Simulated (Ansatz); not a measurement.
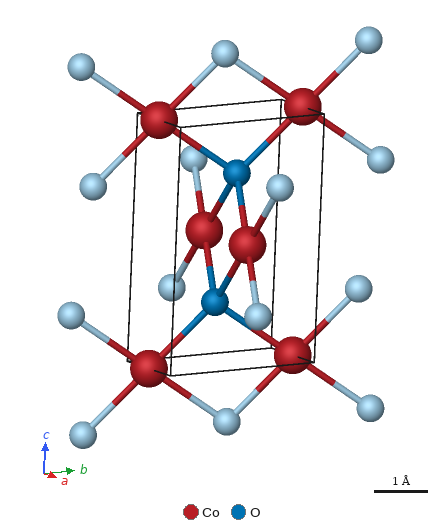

View slightly off an axis, drawn as a ball-and-stick model. Lines trace the edges of the simulation cell. Bonded neighbours in the next cells are drawn too, in fainter colours.

```yaml
crystal:
  lattice:
    - [2.23248, 1.63610, 0.00000]
    - [2.23248, -1.63610, 0.00000]
    - [0.80730, 0.00000, -4.83464]
  atoms:
    - { symbol: Co, position: [0.50000, 0.00000, 0.00000] }
    - { symbol: Co, position: [0.00000, 0.50000, 0.50000] }
    - { symbol: O, position: [0.41600, 0.58400, 0.75000] }
    - { symbol: O, position: [0.58400, 0.41600, 0.25000] }
```

Electronic-structure method: DFT, PAW plane waves, PBE in Ansatz 0.2.0. Parameters: a plane-wave cutoff of 420 eV, a 7×7×4 k-point grid, Fermi-Dirac smearing of 0.1 eV, spinor wavefunctions. The state is ferromagnetic. The pressure of the cell is 18 GPa.

What net charge does each kind of atom have (Bader)?

Co +1.05 e; O -1.05 e.

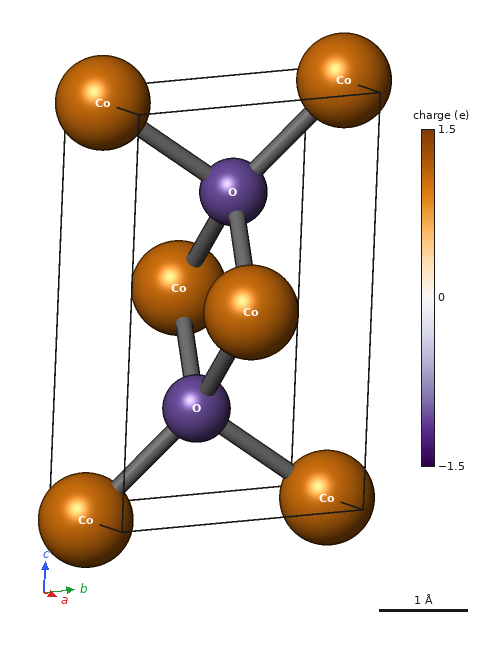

The atoms coloured by those charges.

The picture shows a generated cell, made by putting these elements into a known structure type (the compound may or may not exist in this form); the geometry isn't optimised. A calculation with Ansatz used it as input.

At this level of theory the cell isn't at rest (compressed, at 18 GPa and forces up to 0.6 eV/Å), so its distances can differ from those at equilibrium, the more so the softer the solid, and its magnetic state may change on relaxation.
